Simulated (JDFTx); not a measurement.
# O: 7 runs along one coordinate

System: O (R-3m, 2 atoms in the cell).
Method: Kohn-Sham DFT of a periodic cell, PBE, PseudoDojo-SR-PBE-0.5-standard, no spin polarisation (JDFTx 1.7.0 (patched build)).

The 7 runs differ only in the geometry, by an even scaling of the cell at fixed fractional positions. The structure derives from a Materials Project entry.

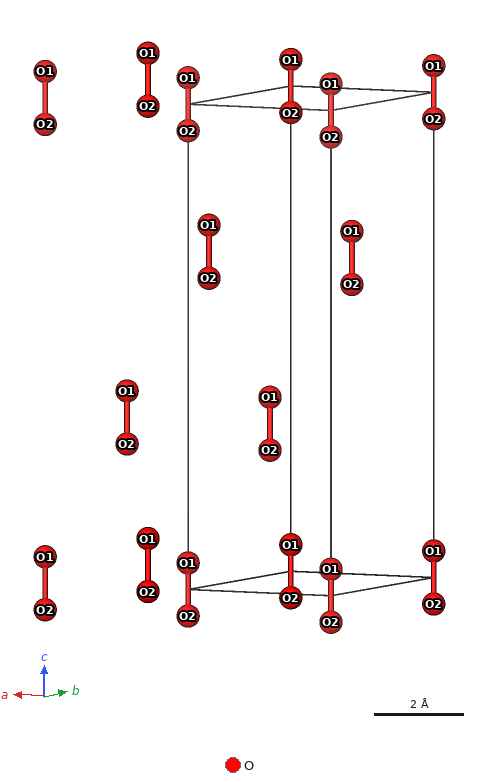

Figure 1. The structure of run 4 (ball-and-stick view of the cell 3 times as large as that of the calculation, set on its symmetry axes, repeated 2 × 1 × 1, seen at an oblique angle; atoms are numbered from 1 in the order of the input).

**Input of run 4**
```
lattice \
    3.1651928133    -3.1651928133     0.0000000000 \
    1.8274249228     1.8274249228    -3.6548498455 \
    7.0524569929     7.0524569929     7.0524569929
coords-type Lattice
ion O      0.0546147200     0.0546147200     0.0546147200 1
ion O      0.9453852800     0.9453852800     0.9453852800 1

ion-species pseudo/O.upf
elec-cutoff 42 336
elec-ex-corr gga-PBE
kpoint-folding 9 9 9
elec-smearing Fermi 0.0018374661
elec-n-bands 11
electronic-SCF nIterations 100 energyDiffThreshold 1e-09
electronic-minimize nIterations 30 energyDiffThreshold 1e-7
forces-output-coords Cartesian

dump-name run.$VAR
dump End Ecomponents EigStats BandEigs Kpoints Forces Stress
```

Command:
```bash
jdftx -c 1 -i O.in -o O.out
```

Run 6 differs from it as follows:
```diff
-    3.1651928133    -3.1651928133     0.0000000000 \
-    1.8274249228     1.8274249228    -3.6548498455 \
-    7.0524569929     7.0524569929     7.0524569929
+    3.2068448638    -3.2068448638     0.0000000000 \
+    1.8514727453     1.8514727453    -3.7029454905 \
+    7.1452631224     7.1452631224     7.1452631224
```

**Results, with one run withheld**

| run | volume per atom (Å³) | free energy per atom, from the lowest run given (meV) | pressure (GPa) |
| --- | --- | --- | --- |
| 1 | 17.046 | 0.00 | −0.43 |
| 2 | 17.409 | 2.15 | −1.55 |
| 3 | 17.772 | 6.70 | −2.55 |
| 4 | 18.134 | 13.41 | −3.45 |
| 5 | 18.497 | 22.05 | −4.26 |
| 6 | 18.860 | ? | ? |
| 7 | 19.223 | 44.38 | −5.64 |

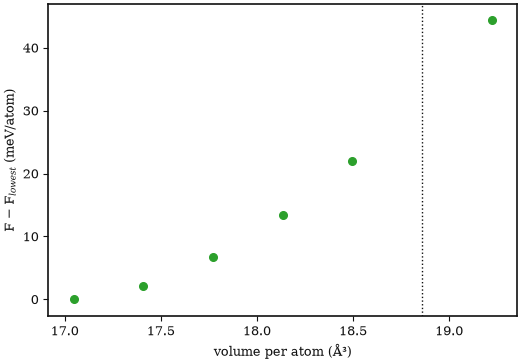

Figure 2. Free energy per atom of the runs given; the dotted line marks run 6.

Estimate the energy of run 6 from the others.

A cubic polynomial in V^(−2/3) (the Birch–Murnaghan form), fitted to the 6 runs given, misses them by at most 0.01 meV per atom. With x = V^(−2/3) − 0.14565 Å⁻², it reads F = 10.499 − 3538.6 x + 2.9357e+05 x² + 1.4376e+05 x³ (meV per atom). At run 6 it gives 32.44 meV per atom, and the run itself gives 32.44. The slope of the fit gives a pressure −dF/dV of −4.94 GPa there, and the run prints −4.99 GPa. The two needn't agree exactly: the fit is approximate, and the printed stress is taken on a finite basis. The fit has no minimum inside this range.

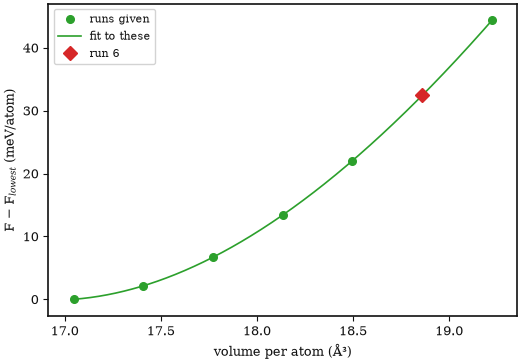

Figure 3. The fit and the withheld run.

**Some lines of the output (run 6)**
```
[...]
unit cell volume = 254.545
     Etot =      -31.8517317137665970
        F =      -31.8533370577607009
	HOMO-LUMO gap: +0.000289
	Optical gap  : +0.006007 at state 28 ( [ +0.111111 +0.111111 +0.444444 ] spin 0 )
```
